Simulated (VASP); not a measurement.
## Ti: geometry relaxation (part 3 of 5)

Ti (slab, 6 atoms in the cell); Kohn-Sham DFT of a periodic cell, PBE with D3, VASP PAW PBE potentials, recommended, no spin polarisation (VASP 6.6.1); cutoff 520 eV, 10×10×1 k-mesh, Gaussian smearing of 0.05 eV. The structure derives from an entry of the Crystallography Open Database. It belongs to a series of runs on one base structure; here: the (0 0 1) slab of Ti, cut from the database cell, not relaxed.

Geometry of the input (Å; fractional positions):
```
2.9500  0.0000  0.0000
-1.4750  2.5548  0.0000
0.0000  0.0000  26.7150
Ti 0.6667  0.3333  0.2807
Ti 0.3333  0.6667  0.3684
Ti 0.6667  0.3333  0.4561
Ti 0.3333  0.6667  0.5439
Ti 0.6667  0.3333  0.6316
Ti 0.3333  0.6667  0.7193
```

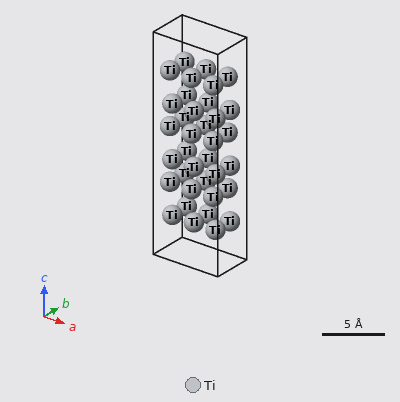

Fig. 1: The structure as given in the input (spheres-only view of the 3 × 2 repeat of the cell, with the vacuum cut short, seen slightly off an axis).

## Parts of OUTCAR, continued
```
   k-points           NKPTS =     14   k-points in BZ     NKDIM =     14   number of bands    NBANDS=     43
   number of dos      NEDOS =    301   number of ions     NIONS =      6
   total plane-waves  NPLWV = 115200
   dimension x,y,z NGX =    24 NGY =   24 NGZ =  200
   dimension x,y,z NGXF=    48 NGYF=   48 NGZF=  400
   ions per type =               6
   NGX,Y,Z   is equivalent  to a cutoff of  13.53, 13.53, 12.45 a.u.
   NGXF,Y,Z  is equivalent  to a cutoff of  27.05, 27.05, 24.89 a.u.
 SYSTEM =  Ti
   PREC   = accura    normal or accurate (medium, high low for compatibility)
   ISTART =      0    job   : 0-new  1-cont  2-samecut
   ICHARG =      2    charge: 1-file 2-atom 10-const
   ISPIN  =      1    spin polarized calculation?
   LNONCOLLINEAR =      F non collinear calculations
   LSORBIT =      F    spin-orbit coupling
   LASPH  =      T    aspherical Exc in radial PAW
   ENCUT  =  520.0 eV  38.22 Ry    6.18 a.u.   5.49  5.49 49.67*2*pi/ulx,y,z
   NELM   =    100;   NELMIN=  2; NELMDL= -5     # of ELM steps
   EDIFF  = 0.1E-05   stopping-criterion for ELM
   LREAL  =      F    real-space projection
   EDIFFG = -.1E-01   stopping-criterion for IOM
   NSW    =     60    number of steps for IOM
   IBRION =      2    ionic relax: 0-MD 1-quasi-New 2-CG
   NFREE  =      1    steps in history (QN), initial steepest desc. (CG)
   ISIF   =      2    stress and relaxation
   ISYM   =      2    0-nonsym 1-usesym 2-fastsym
   POTIM  = 0.5000    time-step for ionic-motion
   TEBEG  =    0.0;   TEEND  =   0.0 temperature during run
   PSTRESS=    0.0 pullay stress
   NELECT =      72.0000    total number of electrons
   NUPDOWN=      -1.0000    fix difference up-down
   EMIN   =  10.00;   EMAX   =-10.00  energy-range for DOS
   EFERMI =   0.00;   METHOD = LEGACY
   ISMEAR =     0;   SIGMA  =   0.05  broadening in eV -4-tet -1-fermi 0-gaus
   EFERMI_NEDOS =   21; number of points for ismear=-14 and -15
   IALGO  =     38    algorithm
   IMIX   =      4    mixing-type and parameters
     AMIX     =   0.40;   BMIX     =  1.00
     AMIX_MAG =   1.60;   BMIX_MAG =  1.00
  volume/ion in A,a.u.               =      33.56       226.45
  Fermi-wavevector in a.u.,A,eV,Ry     =   1.162008  2.195877 18.371450  1.350263
  Thomas-Fermi vector in A             =   2.298574
   LORBIT       =      0    0 simple, 1 ext, 2 COOP (PROOUT), +10 PAW based schemes
   GGA     = PE    functional components
   LHFCALC =     F    Hartree Fock is set to
   AEXX    =    0.0000 exact exchange contribution
   IVDW    =    11    specifies the selected vdW correction
   LEPSILON=     F    determine dielectric tensor
   LRPA    =     F    only Hartree local field effects (RPA)
 conjugate gradient relaxation of ions
 non-spin polarized calculation
 Gauss-broadening in eV      SIGMA  =   0.05
  energy-cutoff  :      520.00
  volume of cell :      201.34
 maximum number of plane-waves:      5535
 NGX is ok and might be reduce to    24
   NGX = 11   NGY = 11   NGZ = 99

--------------------------------------- Ionic step        1  -------------------------------------------

 number of electron      72.0000002 magnetization

 Free energy of the ion-electron system (eV)
  ---------------------------------------------------
  ext. energy  EPLUGINS =         0.00000000
  ---------------------------------------------------
  free energy    TOTEN  =       -45.03997115 eV

  energy without entropy =      -45.03161023  energy(sigma->0) =      -45.03579069

------------------------ aborting loop because EDIFF is reached ----------------------------------------

 Edisp (eV)   -2.10382

 E8    (eV) :    -1.2874

  FORCE on cell =-STRESS in cart. coord.  units (eV):
  Direction    XX          YY          ZZ          XY          YZ          ZX
  --------------------------------------------------------------------------------------
  -------------------------------------------------------------------------------------
  Total      -5.11359    -5.11359    -5.58222     0.00000    -0.00000     0.00000
  in kB     -40.69180   -40.69180   -44.42099     0.00000    -0.00000     0.00000
  external pressure =      -41.93 kB  Pullay stress =        0.00 kB

 VOLUME and BASIS-vectors are now :
 -----------------------------------------------------------------------------
  energy-cutoff  :      520.00
  volume of cell :      201.34
      direct lattice vectors                 reciprocal lattice vectors
     2.949997860  0.000000000  0.000000000     0.338983297  0.195712098  0.000000000
    -1.474998930  2.554773088  0.000000000     0.000000000  0.391424195  0.000000000
     0.000000000  0.000000000 26.715000000     0.000000000  0.000000000  0.037432154

 POSITION                                       TOTAL-FORCE (eV/Angst)
 -----------------------------------------------------------------------------------
      1.47500      0.85159      7.50000        -0.000000      0.000000      0.762513
     -0.00000      1.70318      9.84300        -0.000000      0.000000     -0.518015
      1.47500      0.85159     12.18600         0.000000      0.000000      0.098264
     -0.00000      1.70318     14.52900         0.000000     -0.000000     -0.098455
      1.47500      0.85159     16.87200         0.000000      0.000000      0.518101
     -0.00000      1.70318     19.21500        -0.000000      0.000000     -0.762408
 -----------------------------------------------------------------------------------
    total drift:                                0.000000     -0.000000     -0.000222

  FREE ENERGIE OF THE ION-ELECTRON SYSTEM (eV)
  ---------------------------------------------------
  free  energy   TOTEN  =       -47.1437912940 eV

  energy  without entropy=      -47.1354303708  energy(sigma->0) =      -47.13961083

--------------------------------------- Ionic step        2  -------------------------------------------

 number of electron      71.9999998 magnetization

------------------------ aborting loop because EDIFF is reached ----------------------------------------

 Edisp (eV)   -2.10550

 E8    (eV) :    -1.2888

  FORCE on cell =-STRESS in cart. coord.  units (eV):
  Direction    XX          YY          ZZ          XY          YZ          ZX
  --------------------------------------------------------------------------------------
  -------------------------------------------------------------------------------------
  Total      -4.93088    -4.93088    -5.34594    -0.00000     0.00000     0.00000
  in kB     -39.23792   -39.23792   -42.54077    -0.00000     0.00000     0.00000
  external pressure =      -40.34 kB  Pullay stress =        0.00 kB

 VOLUME and BASIS-vectors are now :
 -----------------------------------------------------------------------------
  energy-cutoff  :      520.00
  volume of cell :      201.34
      direct lattice vectors                 reciprocal lattice vectors
     2.949997860  0.000000000  0.000000000     0.338983297  0.195712098  0.000000000
    -1.474998930  2.554773088  0.000000000     0.000000000  0.391424195  0.000000000
     0.000000000  0.000000000 26.715000000     0.000000000  0.000000000  0.037432154

 POSITION                                       TOTAL-FORCE (eV/Angst)
 -----------------------------------------------------------------------------------
      1.47500      0.85159      7.50000        -0.000000      0.000000      0.762080
     -0.00000      1.70318      9.84300        -0.000000     -0.000000     -0.521022
      1.47500      0.85159     12.18600        -0.000000     -0.000000      0.111453
     -0.00000      1.70318     14.52425         0.000000     -0.000000     -0.065844
      1.47500      0.85159     16.89699         0.000000      0.000000      0.343133
     -0.00000      1.70318     19.17822        -0.000000     -0.000000     -0.629799
 -----------------------------------------------------------------------------------
    total drift:                               -0.000000     -0.000000      0.001568

  FREE ENERGIE OF THE ION-ELECTRON SYSTEM (eV)
  ---------------------------------------------------
  free  energy   TOTEN  =       -47.1807600856 eV

  energy  without entropy=      -47.1726119508  energy(sigma->0) =      -47.17668602

--------------------------------------- Ionic step        3  -------------------------------------------

 number of electron      71.9999998 magnetization

------------------------ aborting loop because EDIFF is reached ----------------------------------------

 Edisp (eV)   -2.10909

 E8    (eV) :    -1.2920

  FORCE on cell =-STRESS in cart. coord.  units (eV):
  Direction    XX          YY          ZZ          XY          YZ          ZX
  --------------------------------------------------------------------------------------
  -------------------------------------------------------------------------------------
  Total      -4.48047    -4.48047    -4.35945     0.00000     0.00000     0.00000
  in kB     -35.65374   -35.65374   -34.69067     0.00000     0.00000     0.00000
  external pressure =      -35.33 kB  Pullay stress =        0.00 kB

 VOLUME and BASIS-vectors are now :
 -----------------------------------------------------------------------------
  energy-cutoff  :      520.00
  volume of cell :      201.34
      direct lattice vectors                 reciprocal lattice vectors
     2.949997860  0.000000000  0.000000000     0.338983297  0.195712098  0.000000000
    -1.474998930  2.554773088  0.000000000     0.000000000  0.391424195  0.000000000
     0.000000000  0.000000000 26.715000000     0.000000000  0.000000000  0.037432154

 POSITION                                       TOTAL-FORCE (eV/Angst)
 -----------------------------------------------------------------------------------
      1.47500      0.85159      7.50000        -0.000000     -0.000000      0.759244
     -0.00000      1.70318      9.84300         0.000000     -0.000000     -0.530251
      1.47500      0.85159     12.18600         0.000000     -0.000000      0.138742
     -0.00000      1.70318     14.51311         0.000000      0.000000      0.014666
      1.47500      0.85159     16.95561         0.000000      0.000000     -0.290632
     -0.00000      1.70318     19.09197        -0.000000      0.000000     -0.091771
 -----------------------------------------------------------------------------------
    total drift:                               -0.000000     -0.000000      0.003334

  FREE ENERGIE OF THE ION-ELECTRON SYSTEM (eV)
  ---------------------------------------------------
  free  energy   TOTEN  =       -47.2182819158 eV

  energy  without entropy=      -47.2097733571  energy(sigma->0) =      -47.21402764

 dipolmoment           0.000000      0.000000      0.000882 electrons x Angstroem

[... ionic steps 4 to 14 ...]

--------------------------------------- Ionic step       15  -------------------------------------------

 number of electron      72.0000000 magnetization

------------------------ aborting loop because EDIFF is reached ----------------------------------------

 Edisp (eV)   -2.15747

 E8    (eV) :    -1.3287

  FORCE on cell =-STRESS in cart. coord.  units (eV):
  Direction    XX          YY          ZZ          XY          YZ          ZX
  --------------------------------------------------------------------------------------
  -------------------------------------------------------------------------------------
  Total      -3.75058    -3.75058    -2.40523     0.00000    -0.00000     0.00000
  in kB     -29.84555   -29.84555   -19.13985     0.00000    -0.00000     0.00000
  external pressure =      -26.28 kB  Pullay stress =        0.00 kB

 VOLUME and BASIS-vectors are now :
 -----------------------------------------------------------------------------
  energy-cutoff  :      520.00
  volume of cell :      201.34
      direct lattice vectors                 reciprocal lattice vectors
     2.949997860  0.000000000  0.000000000     0.338983297  0.195712098  0.000000000
    -1.474998930  2.554773088  0.000000000     0.000000000  0.391424195  0.000000000
     0.000000000  0.000000000 26.715000000     0.000000000  0.000000000  0.037432154

 POSITION                                       TOTAL-FORCE (eV/Angst)
 -----------------------------------------------------------------------------------
      1.47500      0.85159      7.50000        -0.000000      0.000000      0.779289
     -0.00000      1.70318      9.84300         0.000000     -0.000000     -0.581845
      1.47500      0.85159     12.18600        -0.000000     -0.000000     -0.188841
     -0.00000      1.70318     14.41604        -0.000000     -0.000000      0.006325
      1.47500      0.85159     16.73857        -0.000000     -0.000000     -0.010573
     -0.00000      1.70318     18.86424         0.000000     -0.000000     -0.004355
 -----------------------------------------------------------------------------------
    total drift:                               -0.000000     -0.000000     -0.000077

  FREE ENERGIE OF THE ION-ELECTRON SYSTEM (eV)
  ---------------------------------------------------
  free  energy   TOTEN  =       -47.2630583367 eV

  energy  without entropy=      -47.2571263452  energy(sigma->0) =      -47.26009234

--------------------------------------- Ionic step       16  -------------------------------------------

 number of electron      72.0000000 magnetization

------------------------ aborting loop because EDIFF is reached ----------------------------------------

 vacuum level on the upper side and lower side of the slab       (xc-potential included)        -0.050         0.025

 Edisp (eV)   -2.15767

 E8    (eV) :    -1.3288

  FORCE on cell =-STRESS in cart. coord.  units (eV):
  Direction    XX          YY          ZZ          XY          YZ          ZX
  --------------------------------------------------------------------------------------
  -------------------------------------------------------------------------------------
  Total      -3.74733    -3.74733    -2.39378     0.00000     0.00000     0.00000
  in kB     -29.81970   -29.81970   -19.04870     0.00000     0.00000     0.00000
  external pressure =      -26.23 kB  Pullay stress =        0.00 kB

 VOLUME and BASIS-vectors are now :
 -----------------------------------------------------------------------------
  energy-cutoff  :      520.00
  volume of cell :      201.34
      direct lattice vectors                 reciprocal lattice vectors
     2.949997860  0.000000000  0.000000000     0.338983297  0.195712098  0.000000000
    -1.474998930  2.554773088  0.000000000     0.000000000  0.391424195  0.000000000
     0.000000000  0.000000000 26.715000000     0.000000000  0.000000000  0.037432154

 POSITION                                       TOTAL-FORCE (eV/Angst)
 -----------------------------------------------------------------------------------
      1.47500      0.85159      7.50000        -0.000000     -0.000000      0.779514
     -0.00000      1.70318      9.84300        -0.000000      0.000000     -0.581366
      1.47500      0.85159     12.18600        -0.000000     -0.000000     -0.185738
     -0.00000      1.70318     14.41732        -0.000000     -0.000000     -0.003146
      1.47500      0.85159     16.73794         0.000000     -0.000000     -0.010065
     -0.00000      1.70318     18.86288         0.000000      0.000000      0.000800
 -----------------------------------------------------------------------------------
    total drift:                               -0.000000     -0.000000     -0.000274

  FREE ENERGIE OF THE ION-ELECTRON SYSTEM (eV)
  ---------------------------------------------------
  free  energy   TOTEN  =       -47.2630665939 eV

  energy  without entropy=      -47.2571519380  energy(sigma->0) =      -47.26010927

--------------------------------------- Ionic step       17  -------------------------------------------

 number of electron      72.0000000 magnetization

 dipolmoment           0.000000      0.000000     -0.003240 electrons x Angstroem
```
